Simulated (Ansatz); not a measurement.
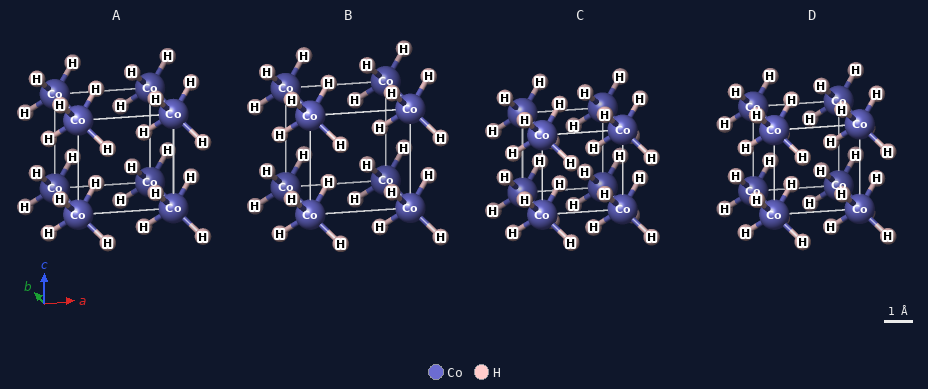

4 geometries from one relaxation of solid CoH4 (a generated structure, set up in P-43m) (coarse preliminary run), in shuffled order. A ball-and-stick model of the cell of the calculation, seen slightly off an axis.

Theory: Ansatz, DFT PBE, scalar-relativistic, plane waves, PAW. Set-up: plane-wave cutoff 420 eV; k-point mesh 6 × 6 × 6; occupations gaussian; smearing width 0.1 eV; collinear spin; cell and atoms relaxed; force threshold 0.04 eV/Å; at most 70 steps.

**Order the frames from highest to lowest energy.**

B, A, D, C. They are steps 0, 1, 3, 7, at +223 meV per atom, +146 meV per atom, +33.9 meV per atom relative to the last. The largest moves relative to the cell, 0.24 Å, are those of H atoms. Co stays in place. The volume changes by −48.4 %, with a = b = c 3.706 → 2.973 Å (−19.8 %). Among the contacts that change: Co–H 1.565 → 1.496 Å. The space group stays P-43m (No. 215). Over 6 accepted moves (7 points after the start) the energy falls by 223 meV per atom. Largest force component: 0.43 eV/Å at the start, 0.0038 eV/Å at the end. Pressure: −10.72 GPa at the start and −0.23 GPa at the end. The SCF was repeated once at an unchanged geometry on a basis and grid sized afresh for the cell, which shifted the energy by 2.2 meV per atom at most. The program noted that the starting moments weren't kept. Cost: 34 s on 1 thread of Arm Neoverse V2, with other jobs on the host, peak memory 0.31 GiB.
